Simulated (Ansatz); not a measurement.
Run report: SiC, single-point calculation (part 1 of 2)

The run: single-point calculation of SiC (slab, 24 atoms in the cell). Method and program: DFT PBE+D3(BJ), scalar-relativistic, plane waves, PAW, no spin polarisation (Ansatz 0.2.0).

The structure derives from an entry of the Crystallography Open Database. It belongs to a series of runs on one base structure; here: the slab at its places in the relaxed adsorbed structure. Figures and captions count atoms from 1; the log counts them from 0 in places.

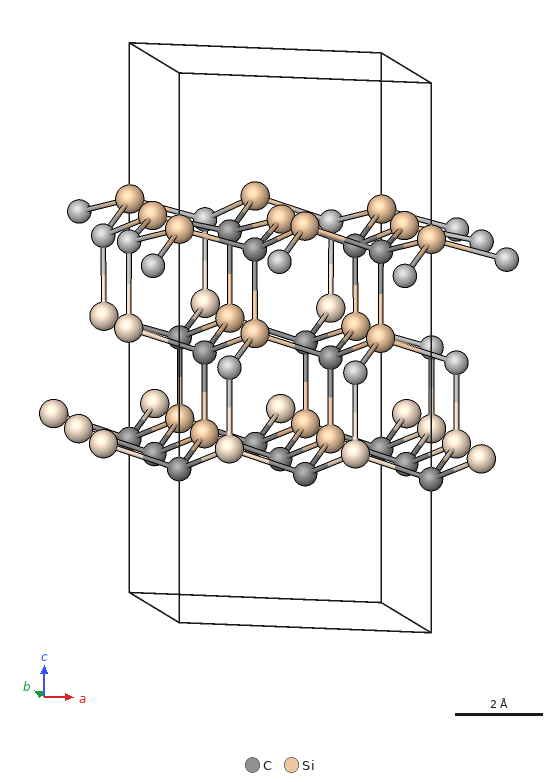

Figure 1. The input geometry (ball-and-stick view of the cell of the calculation, with the vacuum cut short, seen slightly off an axis; neighbours outside the cell are drawn fainter). Near neighbours in the crystal (not all of them lie inside the picture): C has 3 Si at 1.88 Å; Si has 4 C at 1.85 to 2.01 Å; C has 4 Si at 1.84 to 2.01 Å; Si has 3 C at 1.84 to 1.90 Å.

Input file
```yaml
crystal:
  lattice:
    - [6.1499993378, 0.0, 0.0]
    - [-3.0749996689, 5.3260556598, 0.0]
    - [0.0, 0.0, 23.649135111]
  atoms:
    - { symbol: C, position: [0.5, 0.0, 0.3382787558] }
    - { symbol: C, position: [0.5, 0.5, 0.3382787558] }
    - { symbol: C, position: [0.0, 0.0, 0.3382787558] }
    - { symbol: C, position: [0.0, 0.5, 0.3382787558] }
    - { symbol: Si, position: [0.1666666667, 0.8333333333, 0.3648201779] }
    - { symbol: Si, position: [0.1666666667, 0.3333333333, 0.3648201779] }
    - { symbol: Si, position: [0.6666666667, 0.8333333333, 0.3648201779] }
    - { symbol: Si, position: [0.6666666667, 0.3333333333, 0.3648201779] }
    - { symbol: C, position: [0.6666666667, 0.8333333333, 0.4444444444] }
    - { symbol: C, position: [0.6666666667, 0.3333333333, 0.4444444444] }
    - { symbol: C, position: [0.1666666667, 0.8333333333, 0.4444444444] }
    - { symbol: C, position: [0.1666666667, 0.3333333333, 0.4444444444] }
    - { symbol: Si, position: [0.3332392905, 0.667462717, 0.4700177035] }
    - { symbol: Si, position: [0.3340036522, 0.1660223297, 0.4697510796] }
    - { symbol: Si, position: [0.8331800962, 0.6667445371, 0.4669335464] }
    - { symbol: Si, position: [0.8325667178, 0.1667201147, 0.4700211172] }
    - { symbol: C, position: [0.8306706552, 0.6691090774, 0.5458793449] }
    - { symbol: C, position: [0.8344126594, 0.1677211194, 0.5549317379] }
    - { symbol: C, position: [0.332162892, 0.6656772024, 0.554934884] }
    - { symbol: C, position: [0.3332906667, 0.1666043517, 0.5521174668] }
    - { symbol: Si, position: [0.5043163715, 0.4992086605, 0.5738536206] }
    - { symbol: Si, position: [0.4995743591, 0.0005735431, 0.5816491622] }
    - { symbol: Si, position: [-0.0056082117, 0.5054663913, 0.5721624839] }
    - { symbol: Si, position: [0.000707347, -0.004615204, 0.573879218] }
basis:
  ecutwfc: 420
kpoints:
  mp_grid: { grid: [3, 3, 1] }
hamiltonian:
  xc: pbe
  dispersion: d3bj
scf:
  occupations: { method: gaussian, width: 0.05 }
output:
  forces: true
  eigenvalues: true
  write_density: true
  volumetric_format: npy
efield:
  axis: 3
  dipole_correction: true
  ramp_width: 0.04
```

Hardware: 2 threads of Arm Neoverse V1, 24 GiB of memory available, shared host.

Command:
```bash
ansatz run input.yaml --threads 2 --pin off --max-ram 6144MiB --backend cpu --events-out ev --progress --plain --runs-dir out
```

Output
```
Engine: ansatz 0.2.0, aarch64-unknown-linux-gnu
Pseudopotentials: kind: paw
Pseudopotential: C, paw, valence charge 4, recommended cutoff 420 eV (normal), C.paw.azcp
Pseudopotential: Si, paw, valence charge 4, recommended cutoff 420 eV (normal), Si.paw.azcp
Functional definition: PBE
  parameter kappa = 0.804
  parameter beta = 0.06672455060314922
  exchange = pbe_x(kappa = kappa, mu = beta*pi^2/3)
  correlation = pbe_c(beta = beta)
Crystal: 24 atoms, lattice volume = 774.633 Å³
Basis set: ecut = 420 eV, 15133 PW (Γ), exchange–correlation on 90×90×320 points (8 copies of the dense FFT grid, shifted against one another)
Bands: 72, of which v1, the nominal top of the filled ones, is band 48 counted from 1 (47 counted from 0)
Symmetry: 1 space group operations
Space group: P1 (ITA 1), of the structure as read, at distance tolerance 9.2e-5 Å
k-points: 5 of 9 (time reversal used)
Non-local potential: C, projectors of the file, l = 0: 2, l = 1: 2, l = 2: 1
Non-local potential: Si, projectors of the file, l = 0: 2, l = 1: 2, l = 2: 2
PAW form: soft (Blöchl's): semilocal exchange-correlation on the pseudo side does not see the compensation charge
PAW one-centre angular grid: C, 110 points (default); XC on 64 Gauss nodes
PAW one-centre angular grid: Si, 110 points (default); XC on 64 Gauss nodes
Initial density: superposition of atomic densities (neutral atoms: chi_scale 0, normalization atom), corrected by the library's trained network
Initial wavefunctions: pseudopotential atomic-orbital guess
Functional: x = pbe(κ = 0.804, μ = 0.2195149727645171), c = pbe(β = 0.06672455060314922)
SCF iter   1: F=—  HF=-10635.569546 eV  |F-HF|=—  |Δ(HF+E_count)|=         —  Δρ=1.18e-2  dr2=1.81e1  ethr=1.77e-3  p=0.592 e·Å  D=1.38e-1 V/Å  ΔV_dip=-3.27 eV  dr2_dipole=8.11e0  V_vac-E_F(+/−)=4.14/7.40 eV  ⟨swp⟩=12.2  Hψ=2547  notcnv=0  defer=35
efield: sawtooth ramp at fractional position 0.9400 (placed from the atoms, in the widest stretch of the axis that holds none; the zero of the levels goes with the place), width 0.0400; the density the first Hamiltonian is built on has a dipole p = 0.592 e·Å; the dipole correction subtracts the counter field D = 1.38e-1 V/Å, which shifts the + side's vacuum level by -3.27 eV against the − side's; the planar-averaged density in the ramp window peaks in size at 6.6e-6 e/Å³
preconditioner: auto → LDOS  [insulator: Δε(μ)=0.063 eV  Ē_g=10.565 eV  σ=0.050 eV  W_gap=0.53  n_scr=80 (ndim 8)  ℏωp=13.1 eV  f_vac=0.592  D(μ)=10.61/eV (n_scr^D=52)  ε∞_Penn≈2.5  β→1.0]
SCF iter   2: F=—  HF=-10639.266345 eV  |F-HF|=—  |Δ(HF+E_count)|=    3.70e0  Δρ=2.84e-2  dr2=1.04e2  ethr=1.77e-3  p=0.113 e·Å  D=2.64e-2 V/Å  ΔV_dip=-0.62 eV  dr2_dipole=4.41e1  V_vac-E_F(+/−)=5.75/6.37 eV  ⟨swp⟩=3.2  Hψ=600  notcnv=0  defer=83  recentre
preconditioner: auto → Resta (q_TF=auto, 1.926 Å⁻¹)  ε∞=2.4  [insulator: Δε(μ)=0.730 eV  Ē_g=10.976 eV  σ=0.050 eV  W_gap=1.00  n_scr=80 (ndim 8)  ℏωp=13.1 eV  f_vac=0.596  D(μ)=0.00/eV (n_scr^D=0)  ε∞_Penn≈2.4  vacuum switching on, ρ_ref=8.7e-3 e/Å³  β→0.5]
SCF iter   3: F=—  HF=-10635.577917 eV  |F-HF|=—  |Δ(HF+E_count)|=    3.69e0  Δρ=1.41e-2  dr2=2.35e1  ethr=1.77e-3  p=0.406 e·Å  D=9.47e-2 V/Å  ΔV_dip=-2.24 eV  dr2_dipole=9.86e0  V_vac-E_F(+/−)=4.70/6.94 eV  ⟨swp⟩=3.2  Hψ=515  notcnv=0  defer=81
SCF iter   4: F=—  HF=-10635.324320 eV  |F-HF|=—  |Δ(HF+E_count)|=   2.54e-1  Δρ=3.21e-3  dr2=5.46e-1  ethr=1.77e-3  p=0.461 e·Å  D=1.08e-1 V/Å  ΔV_dip=-2.54 eV  dr2_dipole=1.95e-1  V_vac-E_F(+/−)=4.45/6.99 eV  ⟨swp⟩=1.0  Hψ=291  notcnv=0  defer=71
SCF iter   5: F=—  HF=-10635.339583 eV  |F-HF|=—  |Δ(HF+E_count)|=   1.53e-2  Δρ=4.59e-3  dr2=1.26e0  ethr=5.69e-4  p=0.442 e·Å  D=1.03e-1 V/Å  ΔV_dip=-2.44 eV  dr2_dipole=4.52e-1  V_vac-E_F(+/−)=4.41/6.85 eV  ⟨swp⟩=3.4  Hψ=453  notcnv=0  defer=84  recentre
SCF iter   6: F=—  HF=-10635.316150 eV  |F-HF|=—  |Δ(HF+E_count)|=   2.34e-2  Δρ=1.57e-3  dr2=3.24e-2  ethr=5.69e-4  p=0.463 e·Å  D=1.08e-1 V/Å  ΔV_dip=-2.56 eV  dr2_dipole=1.11e-3  V_vac-E_F(+/−)=4.36/6.92 eV  ⟨swp⟩=1.0  Hψ=271  notcnv=0  defer=84
SCF iter   7: F=—  HF=-10635.316990 eV  |F-HF|=—  |Δ(HF+E_count)|=   8.40e-4  Δρ=1.08e-3  dr2=8.50e-2  ethr=3.38e-5  p=0.433 e·Å  D=1.01e-1 V/Å  ΔV_dip=-2.39 eV  dr2_dipole=3.17e-2  V_vac-E_F(+/−)=4.32/6.71 eV  ⟨swp⟩=2.4  Hψ=512  notcnv=0  defer=88
SCF iter   8: F=—  HF=-10635.315507 eV  |F-HF|=—  |Δ(HF+E_count)|=   1.48e-3  Δρ=7.61e-4  dr2=3.94e-2  ethr=3.38e-5  p=0.438 e·Å  D=1.02e-1 V/Å  ΔV_dip=-2.42 eV  dr2_dipole=1.54e-2  V_vac-E_F(+/−)=4.29/6.71 eV  ⟨swp⟩=1.0  Hψ=271  notcnv=0  defer=88
SCF iter   9: F=—  HF=-10635.315068 eV  |F-HF|=—  |Δ(HF+E_count)|=   4.39e-4  Δρ=4.30e-4  dr2=1.48e-2  ethr=3.38e-5  p=0.437 e·Å  D=1.02e-1 V/Å  ΔV_dip=-2.41 eV  dr2_dipole=6.14e-3  V_vac-E_F(+/−)=4.30/6.71 eV  ⟨swp⟩=1.0  Hψ=299  notcnv=0  defer=89
SCF iter  10: F=—  HF=-10635.315125 eV  |F-HF|=—  |Δ(HF+E_count)|=   5.77e-5  Δρ=1.75e-4  dr2=4.73e-4  ethr=1.54e-5  p=0.432 e·Å  D=1.01e-1 V/Å  ΔV_dip=-2.39 eV  dr2_dipole=4.94e-11  V_vac-E_F(+/−)=4.30/6.69 eV  ⟨swp⟩=1.0  Hψ=271  notcnv=0  defer=89
SCF iter  11: F=—  HF=-10635.315126 eV  |F-HF|=—  |Δ(HF+E_count)|=   1.04e-6  Δρ=8.10e-5  dr2=1.14e-4  ethr=4.92e-7  p=0.432 e·Å  D=1.01e-1 V/Å  ΔV_dip=-2.38 eV  dr2_dipole=1.96e-5  V_vac-E_F(+/−)=4.29/6.68 eV  ⟨swp⟩=2.6  Hψ=477  notcnv=0  defer=89
SCF iter  12: F=—  HF=-10635.315144 eV  |F-HF|=—  |Δ(HF+E_count)|=   1.79e-5  Δρ=5.89e-5  dr2=1.66e-4  ethr=1.19e-7  p=0.433 e·Å  D=1.01e-1 V/Å  ΔV_dip=-2.39 eV  dr2_dipole=4.80e-5  V_vac-E_F(+/−)=4.29/6.68 eV  ⟨swp⟩=2.0  Hψ=474  notcnv=0  defer=89
SCF iter  13: F=—  HF=-10635.315150 eV  |F-HF|=—  |Δ(HF+E_count)|=   5.62e-6  Δρ=6.98e-5  dr2=2.12e-4  ethr=1.19e-7  p=0.433 e·Å  D=1.01e-1 V/Å  ΔV_dip=-2.39 eV  dr2_dipole=6.33e-5  V_vac-E_F(+/−)=4.29/6.68 eV  ⟨swp⟩=1.6  Hψ=279  notcnv=0  defer=89
SCF iter  14: F=—  HF=-10635.315148 eV  |F-HF|=—  |Δ(HF+E_count)|=   1.71e-6  Δρ=2.60e-5  dr2=4.39e-5  ethr=1.19e-7  p=0.433 e·Å  D=1.01e-1 V/Å  ΔV_dip=-2.39 eV  dr2_dipole=1.46e-5  V_vac-E_F(+/−)=4.29/6.68 eV  ⟨swp⟩=1.2  Hψ=272  notcnv=0  defer=89
SCF iter  15: F=—  HF=-10635.314910 eV  |F-HF|=—  |Δ(HF+E_count)|=   2.38e-4  Δρ=8.37e-6  dr2=7.04e-7  ethr=4.57e-8  p=0.433 e·Å  D=1.01e-1 V/Å  ΔV_dip=-2.39 eV  dr2_dipole=8.41e-9  V_vac-E_F(+/−)=4.29/6.68 eV  ⟨swp⟩=2.0  Hψ=397  notcnv=0  defer=89
SCF iter  16: F=—  HF=-10635.314911 eV  |F-HF|=—  |Δ(HF+E_count)|=   1.05e-6  Δρ=8.61e-6  dr2=1.02e-6  ethr=7.33e-10  p=0.433 e·Å  D=1.01e-1 V/Å  ΔV_dip=-2.39 eV  dr2_dipole=6.69e-9  V_vac-E_F(+/−)=4.29/6.68 eV  ⟨swp⟩=2.4  Hψ=514  notcnv=0  defer=89
SCF iter  17: F=—  HF=-10635.314911 eV  |F-HF|=—  |Δ(HF+E_count)|=   5.13e-7  Δρ=1.21e-5  dr2=5.81e-6  ethr=7.33e-10  p=0.433 e·Å  D=1.01e-1 V/Å  ΔV_dip=-2.39 eV  dr2_dipole=1.47e-6  V_vac-E_F(+/−)=4.29/6.68 eV  ⟨swp⟩=2.0  Hψ=321  notcnv=0  defer=89  recentre
SCF iter  18: F=-10635.314911 eV  HF=-10635.314911 eV  |F-HF|=5.45e-8  |Δ(HF+E_count)|=   9.42e-8  Δρ=2.27e-6  dr2=9.04e-8  ethr=1.04e-10  p=0.433 e·Å  D=1.01e-1 V/Å  ΔV_dip=-2.39 eV  dr2_dipole=1.54e-9  V_vac-E_F(+/−)=4.28/6.68 eV  ⟨swp⟩=33.4  Hψ=3233  notcnv=0
SCF 1 converged in 18 iterations: F = -10635.314911 eV  dr2 = 9.04e-8
  greatest PAW one-centre occupation: 0.668 electrons in one spin orbital (limit 2), on the C atom at site 0 (counted from 0), in its partial waves of l = 0
```

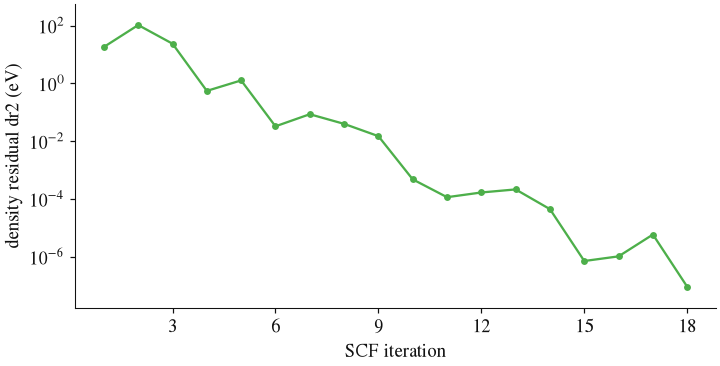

Figure 2. Convergence of the self-consistent field: density residual dr2 against the SCF iteration. The residual falls unevenly and jumps up by a factor of two or more 4 times on the way down.

```
SCF converged after 18 iterations
Free energy (F): -10635.314911 eV
Harris-Foulkes:  -10635.314911 eV  (|F-HF|=5.45e-8)
Internal energy: -10635.301796 eV  (E = F + TS)
E sigma→0 (E₀):  -10635.308353 eV
Entropy (-TS):   -0.013116 eV (-0.546 meV/atom)
Fermi energy:    -0.406561 eV
Dipole field:    D = 0.101257 V/Å  (p = 0.433472 e·Å, saw-weighted, corrected)
Work function:   Φ+ = 4.2848 eV   Φ− = 6.6794 eV
Levels:          The Fermi level and band energies are counted from a zero that moves with the ramp; work functions are not
```
